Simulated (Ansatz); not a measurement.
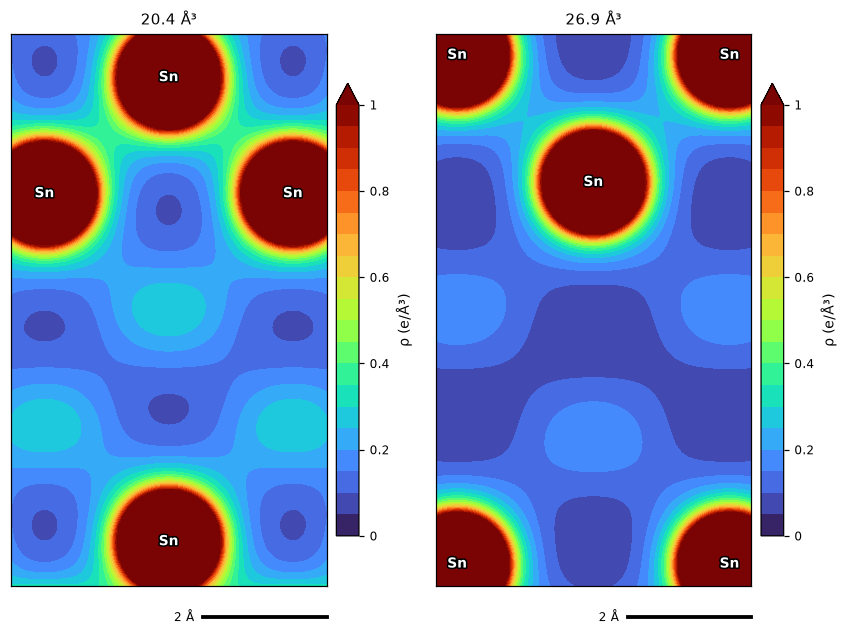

Sn. The valence electron density of cells scaled evenly to different volumes (given per atom above each panel), on the (110) plane of each (indices in the axes of the cell below), at one length scale and on one colour scale.

A structure from a database of computed crystals, not necessarily the ambient phase.

Theory: Kohn-Sham DFT of a periodic cell, PBEsol, Ansatz PAW in Ansatz 0.2.0.

The largest cell:

```xyz
2
Lattice="-2.9186 2.9186 1.5784 2.9186 -2.9186 1.5784 2.9186 2.9186 -1.5784" Properties=species:S:1:pos:R:3 pbc="T T T"
Sn    0.0000    0.0000    0.0000
Sn    0.0000    2.9186    0.7892
```

| volume (Å³/atom) | Sn–Sn contact in the plane (Å) | ρ at its midpoint (e/Å³) | pressure (GPa) | 
| --- | --- | --- | --- |
| 20.39 | 2.757 | 0.372 | 30.0 | 
| 26.00 | 2.991 | ? | ? | 
| 26.89 | 3.023 | 0.250 | 0.0 | 

What values belong in the row with question marks?

Over the known rows ln ρ falls by 1.49 per Å of Sn–Sn distance (the line through the two), which gives 0.262 e/Å³ at 2.991 Å; the calculation gives 0.262 e/Å³. For the pressure, a straight line in volume between the neighbouring rows gives 4.1 GPa; the calculation gives 2.0, lower because pressure rises ever faster on compression.
